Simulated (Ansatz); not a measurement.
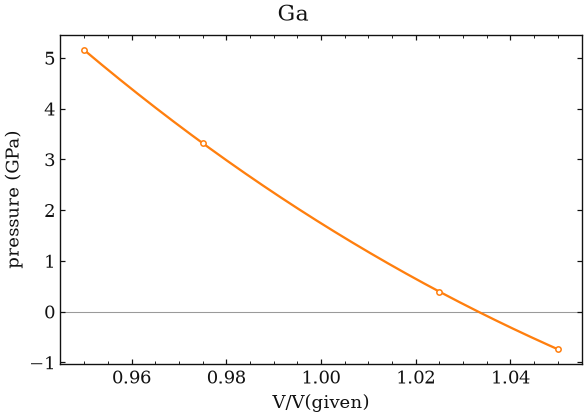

Plotted: pressure against V/V(given) for Ga, space group C2/c (No. 15).

Starting cell:
```
CELL_PARAMETERS angstrom
1.38300 -4.02650 0.00000
1.38300 4.02650 0.00000
-0.11750 0.00000 3.32990
ATOMIC_POSITIONS crystal
Ga 0.86900 0.13100 0.25000
Ga 0.13100 0.86900 0.75000
```

Computed with Ansatz 0.2.0: periodic Kohn-Sham DFT of a crystal at fixed atoms, scaled to the stated factor times the given cell; pressure positive in compression. Level: PBE.

- method: frozen-core PAW
- relativity: scalar
- k mesh: 14×14×11
- occupations: Fermi–Dirac
- smearing width: 0.03 eV
- wave cutoff: 420 eV
- PAW set: soft_2

V(given) is 18.54 Å³/atom.

Question: Read off the course of the pressure.

Answer: It falls from 5.153 GPa at V/V(given) 0.950 to −0.744 GPa at 1.050, and changes sign near 1.034.

Note: no gap: field gradients move with the k mesh; shape and atomic fractions are frozen while scaling, which makes layered, chain and framework solids too stiff.
